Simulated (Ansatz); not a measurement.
# Ta3S4: a changed input and its effect

System: Ta3S4 (7 atoms in the cell).
Method of the first run: DFT PBE, scalar-relativistic, plane waves, PAW, no spin polarisation (Ansatz 0.2.0).

The structure was made by swapping elements on the sites of another compound; it need not be a known phase. Text and figures count atoms from 1; the logs count them from 0 in places.

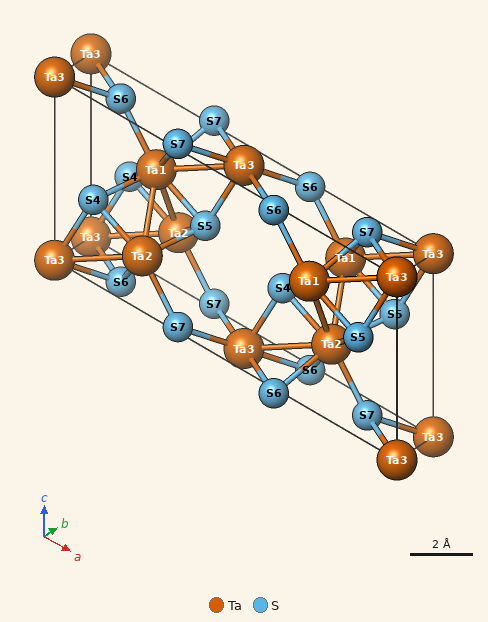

The structure (ball-and-stick view of the cell 2 times as large as that of the calculation, set on its symmetry axes, seen slightly off an axis; atoms are numbered from 1 in the order of the input). Near neighbours in the crystal (not all of them lie inside the picture): Ta has 6 S at 2.41 to 2.57 Å and 3 Ta at 3.00 to 3.04 Å; Ta has 6 S at 2.50 to 2.56 Å and 2 Ta at 3.04 Å; S has 4 Ta at 2.41 to 2.50 Å; S has 5 Ta at 2.56 to 2.57 Å.

**The input, the first run**
```yaml
crystal:
  lattice:
    - [6.536140416, -1.7026440865, 0.0]
    - [6.536140416, 1.7026440865, 0.0]
    - [-2.6360271418, 0.0, 5.4870481172]
  atoms:
    - { symbol: Ta, position: [0.744, 0.744, 0.697] }
    - { symbol: Ta, position: [0.256, 0.256, 0.303] }
    - { symbol: Ta, position: [0.0, 0.0, 0.0] }
    - { symbol: S, position: [0.113, 0.113, 0.453] }
    - { symbol: S, position: [0.887, 0.887, 0.547] }
    - { symbol: S, position: [0.64, 0.64, 0.972] }
    - { symbol: S, position: [0.36, 0.36, 0.028] }
basis:
  ecutwfc: 420
kpoints:
  mp_grid: { grid: [6, 6, 4] }
hamiltonian:
  xc: pbe
scf:
  occupations: { method: gaussian, width: 0.1 }
  lower_state_search: "off"
output:
  forces: true
  stress: true
  eigenvalues: true
```

Command:
```bash
ansatz run input.yaml --threads 1 --pin off --max-ram 2560MiB --backend cpu --events-out ev --progress --plain --runs-dir out
```

Hardware: 1 thread of Intel Xeon @ 2.50GHz (Skylake/Cascade Lake), 189 GiB of memory available, shared host.

**Output, shortened to warnings, some set-up lines, iterations and results (the first run)**
```
Basis set: ecut = 420 eV, 2387 PW (Γ), exchange–correlation on 96×96×90 points (8 copies of the dense FFT grid, shifted against one another)
Symmetry: 4 space group operations
k-points: 47 of 144
Initial density: superposition of atomic densities (neutral atoms: chi_scale 0, normalization atom), corrected by the library's trained network
[...]
SCF iter   1: F=—  HF=-33411.138538 eV  |F-HF|=—  |Δ(HF+E_count)|=         —  Δρ=7.42e-3  dr2=5.76e-2  ethr=1.77e-3  ⟨swp⟩=5.6  Hψ=7793  notcnv=0
SCF iter   2: F=—  HF=-33411.128648 eV  |F-HF|=—  |Δ(HF+E_count)|=   9.89e-3  Δρ=4.20e-3  dr2=2.16e-2  ethr=9.14e-5  ⟨swp⟩=1.3  Hψ=2229  notcnv=0
SCF iter   3: F=—  HF=-33411.125622 eV  |F-HF|=—  |Δ(HF+E_count)|=   3.03e-3  Δρ=6.06e-4  dr2=5.88e-4  ethr=3.43e-5  ⟨swp⟩=2.5  Hψ=2876  notcnv=0
SCF iter   4: F=—  HF=-33411.125628 eV  |F-HF|=—  |Δ(HF+E_count)|=   6.03e-6  Δρ=1.64e-4  dr2=8.29e-5  ethr=9.34e-7  ⟨swp⟩=2.4  Hψ=2889  notcnv=0
SCF iter   5: F=—  HF=-33411.125625 eV  |F-HF|=—  |Δ(HF+E_count)|=   2.84e-6  Δρ=6.13e-5  dr2=1.04e-5  ethr=1.32e-7  ⟨swp⟩=2.0  Hψ=2411  notcnv=0  defer=2
SCF iter   6: F=—  HF=-33411.125628 eV  |F-HF|=—  |Δ(HF+E_count)|=   2.93e-6  Δρ=1.66e-5  dr2=7.02e-7  ethr=1.65e-8  ⟨swp⟩=2.0  Hψ=2534  notcnv=0  defer=2
SCF iter   7: F=—  HF=-33411.125628 eV  |F-HF|=—  |Δ(HF+E_count)|=   2.83e-7  Δρ=5.71e-6  dr2=1.11e-7  ethr=1.59e-10  ⟨swp⟩=10.3  Hψ=8388  notcnv=0
SCF iter   8: F=-33411.125628 eV  HF=-33411.125628 eV  |F-HF|=1.21e-9  |Δ(HF+E_count)|=   3.86e-8  Δρ=2.00e-6  dr2=1.23e-8  ethr=1.59e-10  ⟨swp⟩=4.3  Hψ=5953  notcnv=0
SCF 1 converged in 8 iterations: F = -33411.125628 eV  dr2 = 1.23e-8
SCF converged after 8 iterations
Free energy (F): -33411.125628 eV
Harris-Foulkes:  -33411.125628 eV  (|F-HF|=1.21e-9)
Internal energy: -33411.108640 eV  (E = F + TS)
E sigma→0 (E₀):  -33411.117134 eV
Entropy (-TS):   -0.016988 eV (-2.427 meV/atom)
Fermi energy:    13.761240 eV
--- Per-component energies (eV) ---
  E_band       = -420.885062
  E_kinetic    = 1540.836275
  E_local      = -3016.304550  (includes V_loc(G=0)·N_el)
  E_nonlocal   = 156.609347
  E_hartree    = 1114.098783
  E_xc         = -1049.081077
  E_vxc        = -969.266583  (∫ρ·V_xc dr)
  E_paw        = -27592.620747  (= ΣΔE_a)
  E_vpaw       = -360.955568  (= ΣTr[D̂ρ^β])
  E_aug_tail   = 0.000453  (compensation charges beyond the density's cutoff)
  E_ewald      = -4564.647125
  E_smearing   = -0.016988  (= −TS)
  E_closure    = 0.000000  (closes the sum)
  Σ components = -33411.125628   (vs F -33411.125628, Δ=0.00e0)
--- Forces (eV/Å), atoms counted from 1 ---
  atom   1  Ta     0.02865820     0.00000000    -0.62039590
  atom   2  Ta    -0.02865820     0.00000000     0.62039590
  atom   3  Ta     0.00000000     0.00000000     0.00000000
  atom   4  S     -1.28434884     0.00000000    -0.59749608
  atom   5  S      1.28434884     0.00000000     0.59749608
  atom   6  S     -0.50897756     0.00000000    -0.11946783
  atom   7  S      0.50897756     0.00000000     0.11946783
  max |Σ_I F_I| component: 3.33e-16 eV/Å
--- Stress (GPa, compression-positive) ---
        9.075554       0.000000       1.779433
        0.000000      -3.264360       0.000000
        1.779433       0.000000       2.666866
  P = ⅓ Tr σ = 2.8260 GPa (28.260 kbar)
```

The input of the second run differs as follows (lines with − go, lines with + come):
```diff
-    - { symbol: Ta, position: [0.744, 0.744, 0.697] }
-    - { symbol: Ta, position: [0.256, 0.256, 0.303] }
-    - { symbol: Ta, position: [0.0, 0.0, 0.0] }
+    - { symbol: Ta, position: [0.744, 0.744, 0.697], spin: 1.0 }
+    - { symbol: Ta, position: [0.256, 0.256, 0.303], spin: 1.0 }
+    - { symbol: Ta, position: [0.0, 0.0, 0.0], spin: 1.0 }
+  populations: true
+magnetization:
+  spin_polarized: true
```

How does the second run compare with the first run?

The energy is the same within 0.01 meV per atom. With spin allowed, the absolute moment of the cell comes to 0.00 μB. The SCF takes 17 iterations against 8. On the same kind of shared host the second run took about 4.1 times as long. The two runs start from different initial densities, which also moves the count.

**Output, shortened to warnings, some set-up lines, iterations and results (the second run)**
```
WARN: the starting moments were not kept: the SCF closed with an absolute magnetisation of 8.8e-6 μB, where they sum to 3 μB in size (3 sites). That is at most 0.1 of that sum. Measured as dr2_m measures the in/out step, that magnetisation stands 4.7e-12 eV from none, at or under the dr2_threshold of 1.0e-7 eV: it is no larger than a step whose dr2_m would equal this threshold. The system may …
Basis set: ecut = 420 eV, 2387 PW (Γ), exchange–correlation on 96×96×90 points (8 copies of the dense FFT grid, shifted against one another)
Symmetry: 4 space group operations
k-points: 47 of 144
Initial density: superposition of atomic densities (chi_scale 0.1, normalization cell, long waves kept (reshape's long-wave potential 0.03 eV rms))
[...]
SCF iter   1: F=—  HF=-33413.213446 eV  |F-HF|=—  |Δ(HF+E_count)|=         —  Δρ=4.57e-2 (↑2.83e-2 ↓4.57e-2)  dr2=1.22e1  dr2_m=7.78e-1  M=0.682 μB ∫|m|=0.861 μB  β_m=0.30  …
SCF iter   2: F=—  HF=-33412.252771 eV  |F-HF|=—  |Δ(HF+E_count)|=   9.61e-1  Δρ=3.22e-2 (↑2.12e-2 ↓3.22e-2)  dr2=5.86e0  dr2_m=4.32e-1  M=0.479 μB ∫|m|=0.638 μB  β_m=0.30  …
SCF iter   3: F=—  HF=-33411.239473 eV  |F-HF|=—  |Δ(HF+E_count)|=    1.01e0  Δρ=1.69e-2 (↑1.60e-2 ↓1.69e-2)  dr2=8.48e-1  dr2_m=2.41e-1  M=0.347 μB ∫|m|=0.481 μB  β_m=0.30  …
SCF iter   4: F=—  HF=-33411.089475 eV  |F-HF|=—  |Δ(HF+E_count)|=   1.50e-1  Δρ=1.25e-2 (↑1.25e-2 ↓1.04e-2)  dr2=1.56e-1  dr2_m=1.27e-1  M=0.310 μB ∫|m|=0.415 μB  β_m=0.30  …
SCF iter   5: F=—  HF=-33411.089319 eV  |F-HF|=—  |Δ(HF+E_count)|=   1.56e-4  Δρ=8.42e-3 (↑8.42e-3 ↓7.88e-3)  dr2=4.69e-2  dr2_m=6.82e-2  M=0.269 μB ∫|m|=0.355 μB  β_m=0.30  …
[... 8 lines ...]
SCF iter  14: F=-33411.125628 eV  HF=-33411.125628 eV  |F-HF|=1.70e-8  |Δ(HF+E_count)|=   1.75e-7  Δρ=3.64e-6 (↑3.64e-6 ↓3.26e-6)  dr2=2.39e-8  dr2_m=1.13e-8  M=-0.000 μB …
SCF iter  15: F=-33411.125628 eV  HF=-33411.125628 eV  |F-HF|=3.06e-10  |Δ(HF+E_count)|=   4.26e-8  Δρ=1.41e-6 (↑9.82e-7 ↓1.41e-6)  dr2=5.24e-9  dr2_m=1.32e-9  M=-0.000 μB …
SCF iter  16: F=-33411.125628 eV  HF=-33411.125628 eV  |F-HF|=1.96e-10  |Δ(HF+E_count)|=   4.53e-9  Δρ=3.71e-7 (↑3.59e-7 ↓3.71e-7)  dr2=6.54e-11  dr2_m=1.40e-10  M=-0.000 μB …
SCF iter  17: F=-33411.125628 eV  HF=-33411.125628 eV  |F-HF|=0.00e0  |Δ(HF+E_count)|=  4.15e-10  Δρ=7.99e-8 (↑7.99e-8 ↓6.80e-8)  dr2=5.10e-12  dr2_m=5.41e-12  M=-0.000 μB …
SCF 1 converged in 17 iterations: F = -33411.125628 eV  dr2 = 5.10e-12
SCF converged after 17 iterations
Magnetization: -0.0000 μB (31.5000 up, 31.5000 down)
Absolute magnetization: 0.0000 μB (∫|ρ↑−ρ↓|, with the PAW one-centre terms)
Spin contamination: 0.0000 ħ² per cell (⟨S²⟩ above its minimum at these occupations)
Per-site moments (μB) at R_I (Å): [(3.2097999402214476e-7, 0.9939856211911791), (3.20979994021655e-7, 0.9939856211911785), (-2.2206790900525693e-6, 1.0319498785093593), (1.411707528139208e-7, 0.9939856211911785), (1.41170752872461e-7, 0.9939856211911791), (2.561713587674471e-7, 1.0555119319431143), …
Free energy (F): -33411.125628 eV
Harris-Foulkes:  -33411.125628 eV  (|F-HF|=0.00e0)
Internal energy: -33411.108640 eV  (E = F + TS)
E sigma→0 (E₀):  -33411.117134 eV
Entropy (-TS):   -0.016988 eV (-2.427 meV/atom)
Fermi energy:    13.761255 eV
--- Per-component energies (eV) ---
  E_band       = -420.884004
  E_kinetic    = 1540.835990
  E_local      = -3016.303343  (includes V_loc(G=0)·N_el)
  E_nonlocal   = 156.609266
  E_hartree    = 1114.097843
  E_xc         = -1049.080999
  E_vxc        = -969.266489  (∫ρ·V_xc dr)
  E_paw        = -27592.620726  (= ΣΔE_a)
  E_vpaw       = -360.955548  (= ΣTr[D̂ρ^β])
  E_aug_tail   = 0.000453  (compensation charges beyond the density's cutoff)
  E_ewald      = -4564.647125
  E_smearing   = -0.016988  (= −TS)
  E_closure    = -0.000000  (closes the sum)
  Σ components = -33411.125628   (vs F -33411.125628, Δ=0.00e0)
--- Forces (eV/Å), atoms counted from 1 ---
  atom   1  Ta     0.02865519     0.00000000    -0.62041165
  atom   2  Ta    -0.02865519     0.00000000     0.62041165
  atom   3  Ta     0.00000000     0.00000000     0.00000000
  atom   4  S     -1.28435442     0.00000000    -0.59750538
  atom   5  S      1.28435442     0.00000000     0.59750538
  atom   6  S     -0.50897120     0.00000000    -0.11945875
  atom   7  S      0.50897120     0.00000000     0.11945875
  max |Σ_I F_I| component: 1.25e-16 eV/Å
--- Stress (GPa, compression-positive) ---
        9.075622       0.000000       1.779420
        0.000000      -3.264283       0.000000
        1.779420       0.000000       2.666853
  P = ⅓ Tr σ = 2.8261 GPa (28.261 kbar)
--- Löwdin populations: 7 sites ---
  site symbol       q [e]    m [muB]
     0     Ta     12.6541     0.0000
     1     Ta     12.6541     0.0000
     2     Ta     12.6331    -0.0000
     3      S      6.0826     0.0000
     4      S      6.0826     0.0000
     5      S      6.1829     0.0000
     6      S      6.1829     0.0000
  spilling = 0.008376 (of n_electrons = 63.000000)
```

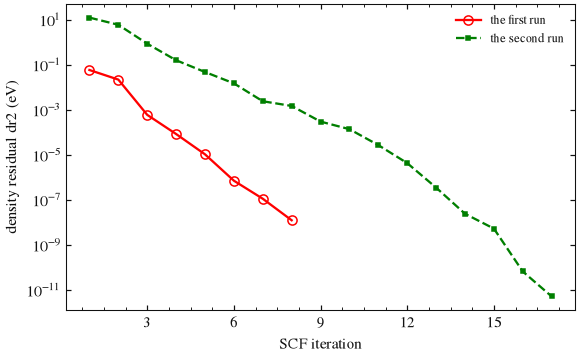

Convergence of the two runs: density residual dr2 against the SCF iteration. The first run takes 8 iterations in all, and the second run takes 17.

**The two runs side by side**

| quantity | the first run | the second run |
| --- | --- | --- |
| outcome | converged | converged |
| free energy per atom (eV) | −4773.0179 | −4773.0179 |
| energy per atom, smearing taken to zero (eV) | −4773.0167 | −4773.0167 |
| gap on the mesh (eV) | 0.00 | 0.00 |
| pressure (GPa) | 2.83 | 2.83 |
| largest force (eV/Å) | 1.417 | 1.417 |
| SCF iterations | 8 | 17 |
| irreducible k-points | 47 | 47 |
| plane waves at Γ | 2387 | 2387 |
| net moment of the cell (μB) | – | 0.00 |
| absolute moment of the cell (μB) | – | 0.00 |
| wall time (shared host) | 28 s | 1.9 min |

For both runs: Spin–orbit coupling is left out, which matters for Ta. For the first run: The cell holds an odd number of electrons but the run has no spin polarisation, so it comes out as a metal. For the second run: Warnings: some starting moments were not kept.
